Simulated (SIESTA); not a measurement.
# LiF: 7 runs along one coordinate

System: LiF (Fm-3m, 2 atoms in the cell).
Method: Kohn-Sham DFT of a periodic cell, PBE, PseudoDojo 0.4 standard, converted to PSML, no spin polarisation (SIESTA 5.4.2).

The 7 runs differ only in the geometry, by an even scaling of the cell at fixed fractional positions. The structure derives from an entry of the Crystallography Open Database.

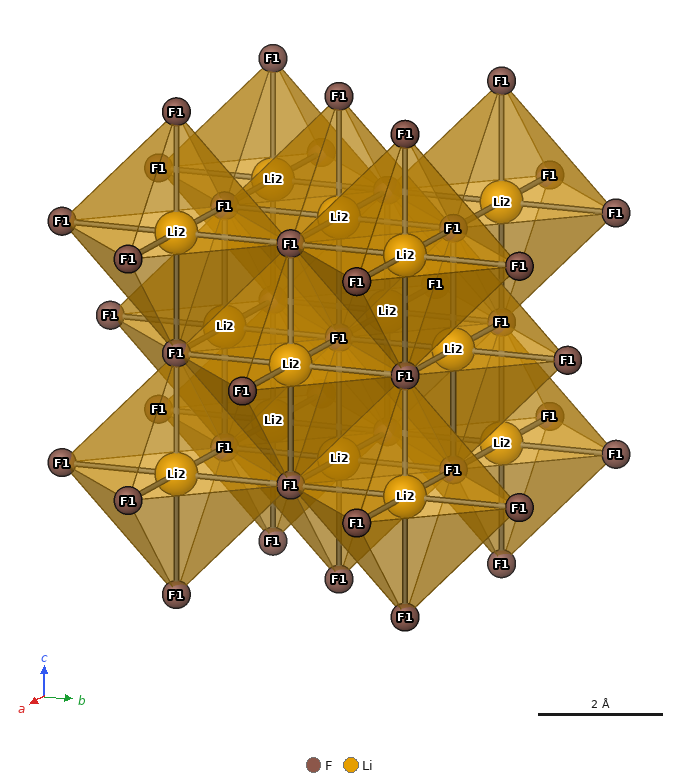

Figure 1. The structure of run 4 (polyhedral view of the cell 4 times as large as that of the calculation, set on its symmetry axes, seen slightly off an axis; polyhedra are completed across the faces of the cell; atoms are numbered from 1 in the order of the input). An atom can appear more than once, as a periodic image.

## Input of run 4
```
SystemName                      Griceite
SystemLabel                     LiF
NumberOfSpecies                 2
NumberOfAtoms                   2
%block ChemicalSpeciesLabel
  1   9 F
  2   3 Li
%endblock ChemicalSpeciesLabel

LatticeConstant                 1.0 Ang
%block LatticeVectors
     0.0000000000     2.0140000000     2.0140000000
     2.0140000000     0.0000000000     2.0140000000
     2.0140000000     2.0140000000     0.0000000000
%endblock LatticeVectors
AtomicCoordinatesFormat         Fractional
%block AtomicCoordinatesAndAtomicSpecies
     0.5000000000     0.5000000000     0.5000000000  1  F
     0.0000000000     0.0000000000     0.0000000000  2  Li
%endblock AtomicCoordinatesAndAtomicSpecies

%block kgrid.MonkhorstPack
   11   0   0  0.0
    0  11   0  0.0
    0   0  11  0.0
%endblock kgrid.MonkhorstPack
XC.Functional                   GGA
XC.Authors                      PBE
PAO.BasisSize                   DZP
PAO.EnergyShift                 0.003 Ry
Mesh.Cutoff                     800 Ry
OccupationFunction              FD
ElectronicTemperature           0.05 eV
MaxSCFIterations                120
SCF.MustConverge                false
SCF.Mixer.Method                Pulay
SCF.Mixer.Weight                0.25
SCF.Mixer.History               8
SCF.DM.Tolerance                5.0e-05
SCF.H.Tolerance                 1.0e-03 eV
WriteForces                     true
Charge.Mulliken                 end
Charge.Hirshfeld                end
Charge.Voronoi                  end
SaveRho                         true
SaveElectrostaticPotential      true
%block PAO.PolarizationScheme
  Li non-perturbative
%endblock PAO.PolarizationScheme
%block PAO.Basis
  Li 3
  n=1 0 2
    2.782 0.000
  n=2 0 2
    9.500 0.000
  n=2 1 1
    9.500
%endblock PAO.Basis
```

Command:
```bash
siesta LiF.fdf > LiF.out 2>&1
```

Run 6 has the same physical settings and fractional positions; its lattice vectors (Å) are:
```
   0.000000    2.040503    2.040503
   2.040503    0.000000    2.040503
   2.040503    2.040503    0.000000
```

## Results, with one run withheld

| run | volume per atom (Å³) | free energy per atom, from the lowest run given (meV) | pressure (GPa) | gap on the mesh (eV) |
| --- | --- | --- | --- | --- |
| 1 | 7.679 | 17.38 | 7.96 | 9.59 |
| 2 | 7.842 | 10.34 | 5.89 | 9.39 |
| 3 | 8.006 | 5.29 | 4.13 | 9.20 |
| 4 | 8.169 | 1.88 | 2.61 | 9.02 |
| 5 | 8.333 | 0.00 | 1.14 | 8.85 |
| 6 | 8.496 | ? | ? | ? |
| 7 | 8.659 | 0.49 | −1.54 | 8.53 |

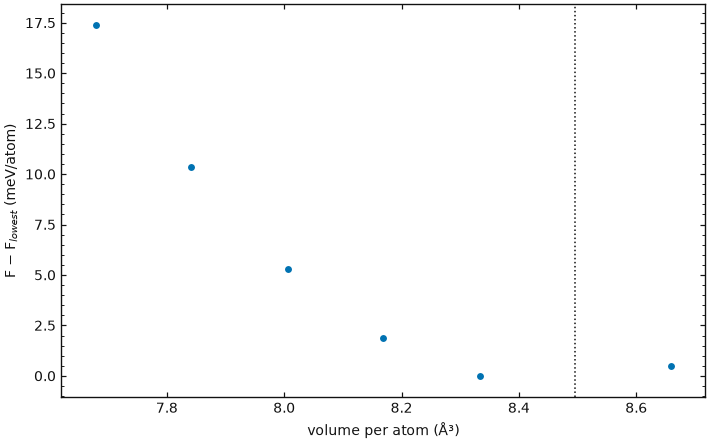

Figure 2. Free energy per atom of the runs given; the dotted line marks run 6.

Estimate the energy of run 6 from the others.

A cubic polynomial in V^(−2/3) (the Birch–Murnaghan form), fitted to the 6 runs given, misses them by at most 0.04 meV per atom. With x = V^(−2/3) − 0.24785 Å⁻², it reads F = 3.0163 + 967.19 x + 68028 x² − 23661 x³ (meV per atom). At run 6 it gives −0.39 meV per atom, and the run itself gives −0.36. The slope of the fit gives a pressure −dF/dV of −0.25 GPa there, and the run prints −0.13 GPa. The two needn't agree exactly: the fit is approximate, and the printed stress is taken on a finite basis. The fit has its minimum at 8.465 Å³ per atom, where V d²F/dV² gives 66.8 GPa: the bulk modulus at this level, since symmetry fixes the shape and the positions. The gap on the mesh goes, without turning, from 9.59 eV in run 1 to 8.53 eV in run 7; run 6 has 8.69 eV. These are gaps of this functional on this mesh, which can miss the band edges; they aren't the measured gap.

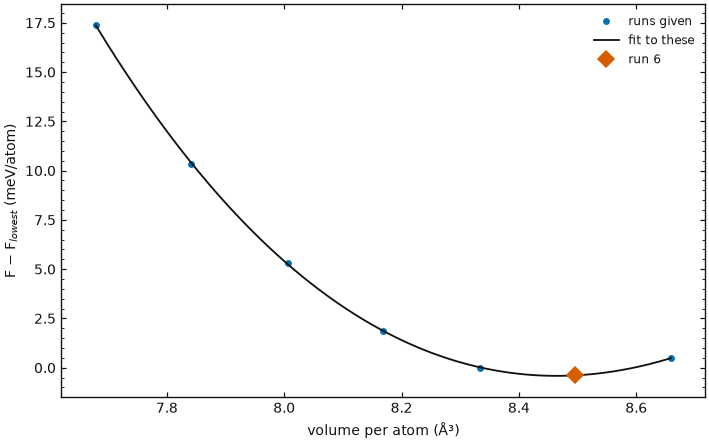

Figure 3. The fit and the withheld run.

## Some lines of the output (run 6)
```
[...]
outcell: Cell volume (Ang**3)        :     16.9919
stepf: Fermi-Dirac step function
siesta: Etot    =      -869.980270
siesta: FreeEng =      -869.980270
        iscf     Eharris(eV)        E_KS(eV)     FreeEng(eV)     dDmax    Ef(eV) dHmax(eV)
siesta: E_KS(eV) =             -870.3381
siesta: E_KS - E_eggbox =      -870.3381
siesta: Etot    =      -870.338143
siesta: FreeEng =      -870.338143
siesta:         Fermi =     -11.575608
siesta: Cell volume =         16.991892 Ang**3
    Orbital volume contribution        =           1.830874 eV
```

Notes: Points of doubt noted for this run: mulliken charges of long orbitals. With a small basis of atomic orbitals these values can differ much from converged plane-wave results.
